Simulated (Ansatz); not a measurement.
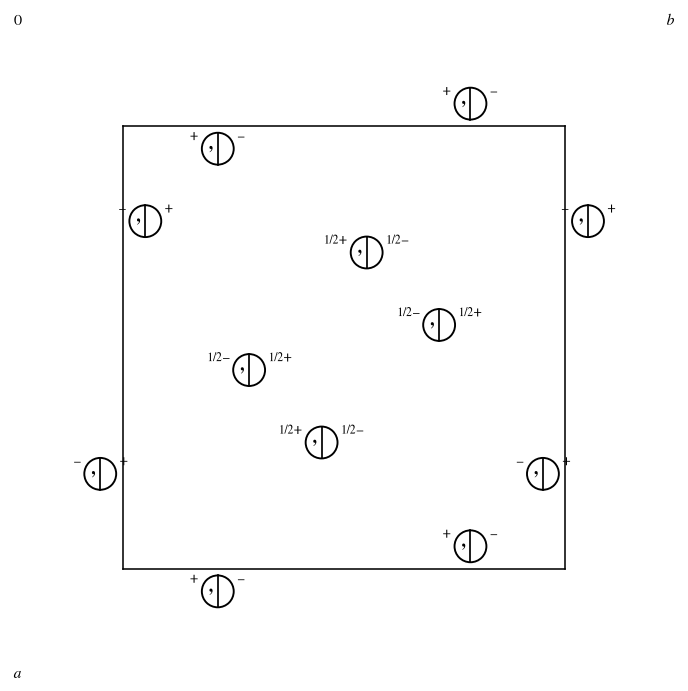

General positions of a space group, projected down c, computed from the operations of a computed or model structure of composition SnO2, which need not be its known form.

A circle is a general position, a comma marks the mirror image, + and − with a fraction give the height (along the projection axis: ½+ is ½ plus the coordinate, − is its negative), and a split circle stands for two positions above each other.

> Give the Hermann–Mauguin symbol and number.

P4_2/mnm, No. 136; primitive tetragonal, point group 4/mmm, 16 general positions a cell.

> Write the general positions (in any order).

x, y, z; −x, −y, −z; −y+1/2, x+1/2, z+1/2; y+1/2, −x+1/2, −z+1/2; −x, −y, z; x, y, −z; y+1/2, −x+1/2, z+1/2; −y+1/2, x+1/2, −z+1/2; x+1/2, −y+1/2, −z+1/2; −x+1/2, y+1/2, z+1/2; −y, −x, −z; y, x, z; −x+1/2, y+1/2, −z+1/2; x+1/2, −y+1/2, z+1/2; y, x, −z; −y, −x, z
